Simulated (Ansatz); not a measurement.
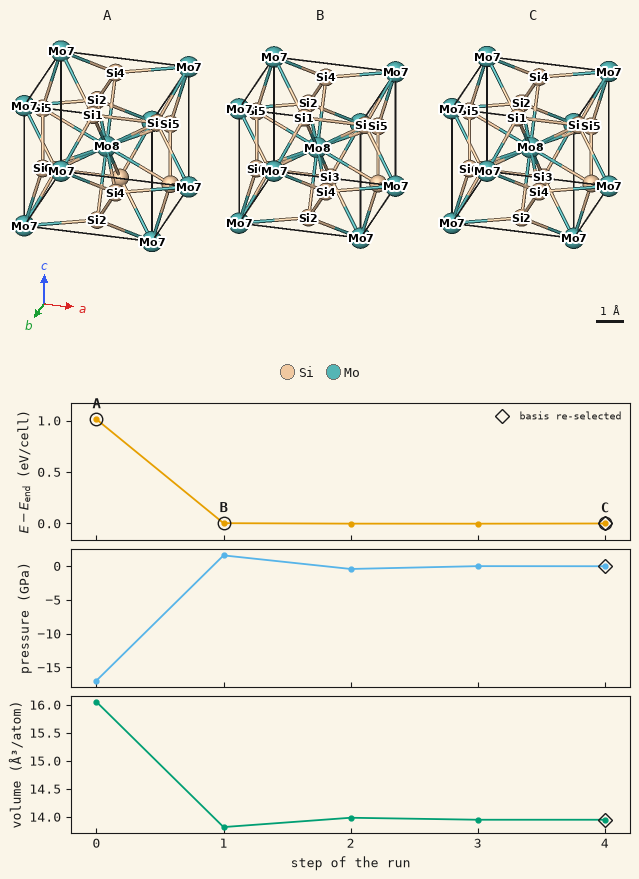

Frames of a relaxation of solid Si$_{3}$Mo (a generated structure, set up in Pm-3n) (coarse preliminary run), marked on the history of the run. A ball-and-stick model of the cell of the calculation, seen from a free direction.

Level of theory: Ansatz, DFT PBE, scalar-relativistic, plane waves, PAW. Set-up: plane-wave cutoff 420 eV; k-point mesh 4 × 4 × 4; occupations gaussian; smearing width 0.1 eV; no spin polarisation; cell and atoms relaxed; force threshold 0.04 eV/Å; at most 70 steps.

What happens along the run?

Answer. After 3 accepted moves (4 points after the start) the energy has fallen by 1.012 eV per cell of the calculation. All forces vanish by symmetry, so only the cell relaxes. The pressure goes from −16.94 to −0.02 GPa. At 1 point the geometry stayed and the basis and grid were re-selected for the new cell (energy shift of 1.9 meV per cell of the calculation at most each time). No atom moves by more than 0.005 Å relative to the cell. The volume changes by −13.1 %, with a = b = c 5.045 → 4.814 Å (−4.6 %). Some distances before and after: Si1–Mo7 2.820 → 2.691 Å, Si1–Si3 2.523 → 2.407 Å. The space group stays Pm-3n (No. 223). The run took 20 s on 1 thread of Intel(R) Xeon(R) Processor @ 2.70GHz, with other jobs on the host, peak memory 0.4 GiB. From step 0 to 1: volume −13.9 %, energy −1.009 eV per cell of the calculation. From step 1 to 4: volume +0.9 %, energy −3.0 meV per cell of the calculation.

| step | E − E(0), meV/atom | pressure, GPa | volume, Å³/atom | note |
| --- | --- | --- | --- | --- |
| 0 | 0.00 | -16.94 | 16.054 |  |
| 1 | -126.18 | 1.58 | 13.818 |  |
| 2 | -126.74 | -0.43 | 13.985 |  |
| 3 | -126.80 | -0.01 | 13.949 |  |
| 4 | -126.56 | -0.02 | 13.949 | same geometry, new basis |
